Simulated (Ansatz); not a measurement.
Here is a crystal structure:

```
Si C
1.0
     3.82489    0.00000    0.00000
    -1.91244    3.31245    0.00000
     0.00000    0.00000   26.12113
Si C
6 1
Direct
  0.66667 0.33333 0.35324
  0.33333 0.66667 0.38374
  0.33333 0.66667 0.47429
  0.66667 0.33333 0.50383
  0.66667 0.33333 0.59349
  0.33333 0.66667 0.64676
  0.00000 0.00000 0.61715
```

Say what kind of structure these coordinates give.

Answer. The formula is Si6C. It has 7 atoms to the cell (6 Si, 1 C).

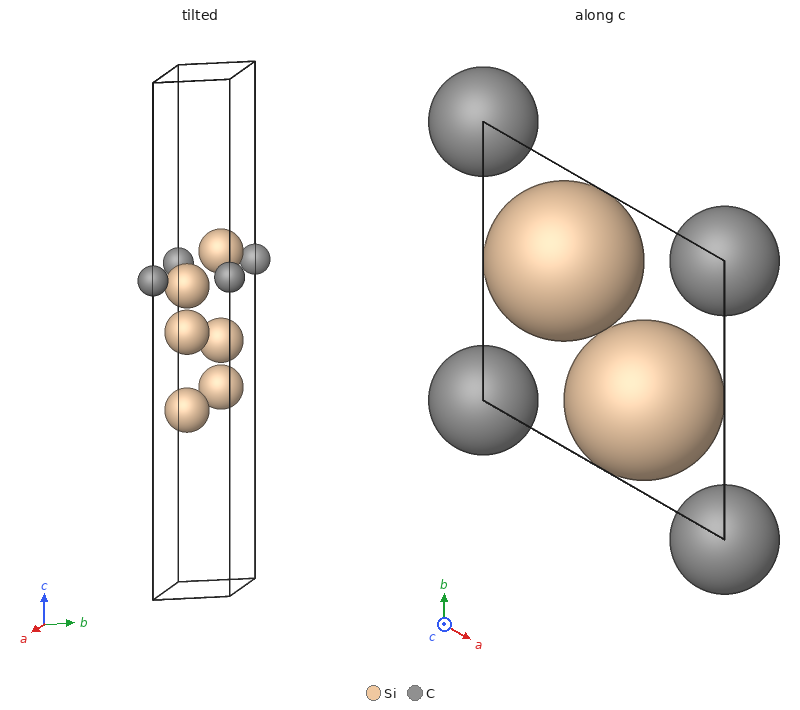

The figure gives a space-filling picture of the atoms, viewed slightly off an axis and along the c axis. The parallelepiped is the simulation cell. Colours: silicon light orange, carbon grey.

The starting point was a structure listed in the Materials Project, from which a slab was cut and an adsorbate added. The atoms were relaxed in a fixed cell with DFT PBEsol, scalar-relativistic, plane waves, PAW in Ansatz 0.2.0, but for three held in place.

At this level of theory the run's own cell isn't at rest (forces up to 0.7 eV/Å), so its distances can differ from those at equilibrium, the more so the softer the solid.
